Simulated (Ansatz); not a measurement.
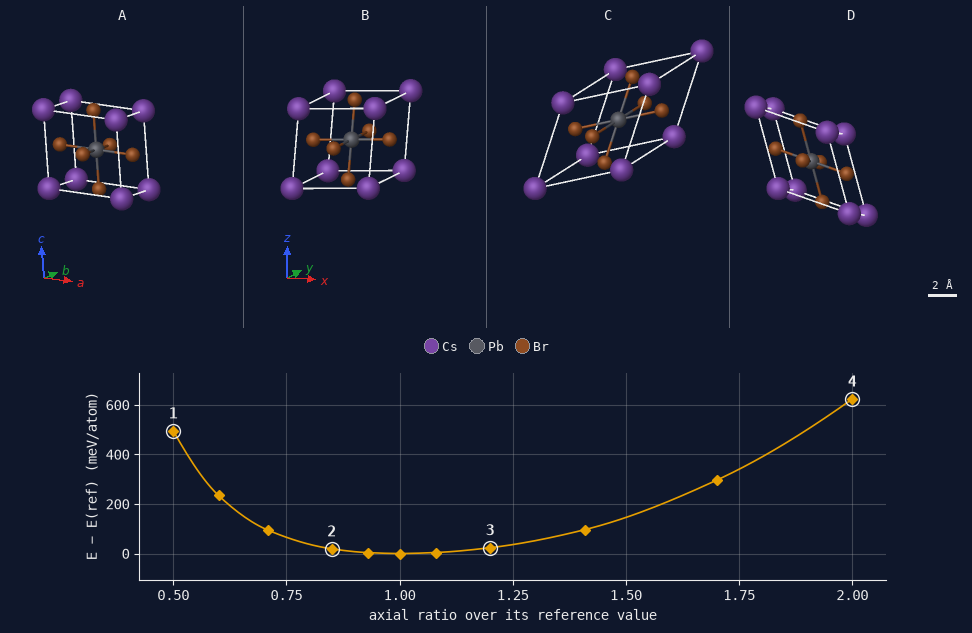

A scan of a crystal of CsPbBr3 (Pm-3m): the ratio of the cell's length along [111] to its lengths across, counted as 1 for the reference, is changed at fixed volume (a trigonal path), with the atoms kept at their fractional coordinates. x, y and z are the Cartesian axes of the input. The frames are shuffled; the numbered points of the plot belong to them. Style: ball-and-stick. Shown: the cell of the calculation, slightly off an axis.

The calculation used DFT PBEsol, scalar-relativistic, plane waves, PAW (Ansatz 0.2.0). Set-up: plane-wave cutoff 420 eV; k-point mesh 6 × 6 × 6; occupations gaussian; smearing width 0.05 eV; no spin polarisation. Energies (free energies at the smearing named) are counted from the cell as listed in its source, which wasn't relaxed.

> Match the frames to the points.

Point 1 is frame D (the relative ratio 0.50, 495 meV/atom); 2 is frame A (the relative ratio 0.85, 19 meV/atom); 3 is frame B (the relative ratio 1.20, 23 meV/atom); 4 is frame C (the relative ratio 2.00, 624 meV/atom). The lowest computed point lies at the relative ratio 1.00 (0 meV/atom). At the ends of the scan the energy is 495 meV/atom (0.50) and 624 meV/atom (2.00). The distortion takes the space group from Pm-3m to R-3m. At the relative ratio 2.00 the cell of the drawing goes a 5.870 → 6.589 Å, b 5.870 → 6.589 Å, c 5.870 → 6.589 Å, α 90.0° → 60.0°, β 90.0° → 60.0°, γ 90.0° → 60.0°.
